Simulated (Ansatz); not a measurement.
Ga₄As₃P

Input

```
crystal:
  lattice:
    - [3.8317776295, 0.0, 0.0]
    - [0.0, 7.6635552589, 0.0]
    - [0.0, 0.0, 5.4189518916]
  atoms:
    - { symbol: P, position: [0.0, 0.0, 0.0] }
    - { symbol: Ga, position: [0.5, 0.0, 0.75] }
    - { symbol: As, position: [0.5, 0.75, 0.5] }
    - { symbol: Ga, position: [0.0, 0.75, 0.25] }
    - { symbol: As, position: [0.0, 0.5, 0.0] }
    - { symbol: Ga, position: [0.5, 0.5, 0.75] }
    - { symbol: As, position: [0.5, 0.25, 0.5] }
    - { symbol: Ga, position: [0.0, 0.25, 0.25] }
kpoints:
  mp_grid: { grid: [6, 4, 4] }
hamiltonian:
  xc: pbe
scf:
  occupations: { method: fermi_dirac, width: 0.02 }
relax:
  f_tol: 0.005
  cell: {}
output:
  write_density: true
  write_potential: true
  elf: true
  volumetric_format: npy
```

Command:

```sh
ansatz run input.yaml --threads 4 --pin off --max-ram 6451MiB --backend cpu --events-out ev --progress --plain --runs-dir out
```

Below, planes, directions and counts refer to the conventional cell (a = 4.02 Å, b = 8.04 Å, c = 5.68 Å, α = 90.00°, β = 90.00°, γ = 90.00°).

The fields are those of the run's last geometry, not of the input's.

Space group Pmm2; started from the ordered alloy on zincblende lattice prototype, which need not be the ambient phase.

These are results of DFT, PBE, plane waves, PAW in Ansatz 0.2.0, not measurements.

Core electrons are frozen (PAW), and the valence fields are smoothed inside the atomic spheres.

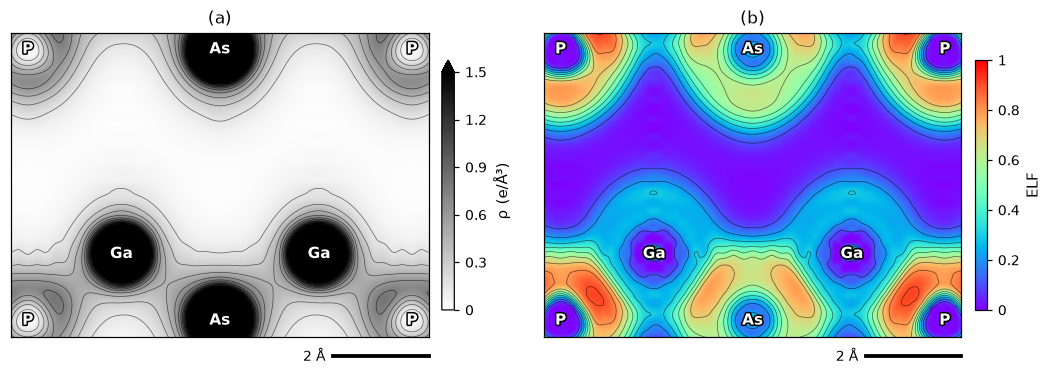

Figure 1. (a) valence charge density (pseudo); (b) ELF on the (100) plane of the conventional cell.

What does the map show?

- Atoms in the plane: P, Ga and As.
- Ga–P (2.40 Å): ρ at the midpoint is about 0.52 e/Å³; the ELF peaks at about 0.90 in the valence shell of P, 0.9 Å from its nucleus, and is about 0.75 at the midpoint.
- Ga–As (2.49 Å): ρ is about 0.46 e/Å³ halfway; the ELF peaks at about 0.80 between the atoms, as expected for a covalent bond.
- Between the atoms the lowest density in this plane is 0.008 e/Å³.

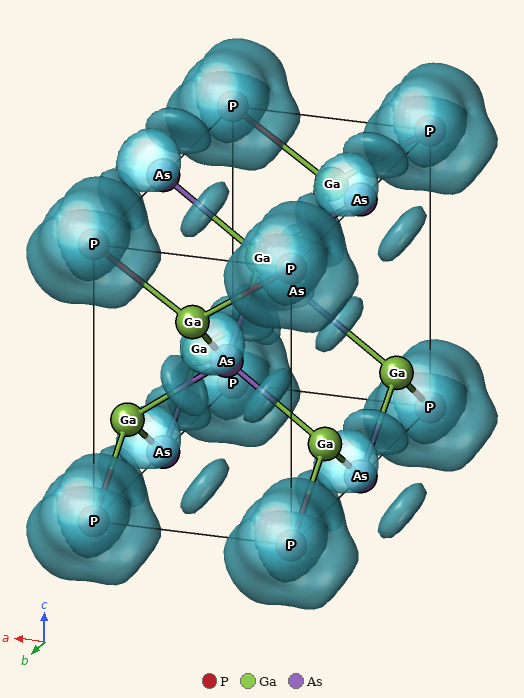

Figure 2. Isosurface of the electron localisation function at 0.7 (cyan), seen at an oblique angle. Only the valence region is drawn (cores and ρ < 0.01 e/Å³ removed). Sticks mark near contacts.

Identify the bonds, lone pairs and shells in this picture.

At this value the surface marks out twelve regions between bonded As–Ga atoms (shared pairs) and one region on P in which the atom's valence shell and bonds are merged, counted in one cell of 8 atoms. Any copies at cell faces, edges or corners count once.


 Ga–As (2.47 Å): the ELF peaks at about 0.80 between the atoms, as expected for a shared electron pair.

Does the calculation make it a metal, or give it a gap?

It is gapped, with a Kohn–Sham gap of 0.47 eV on the k-point mesh, an upper bound to the gap of this method.
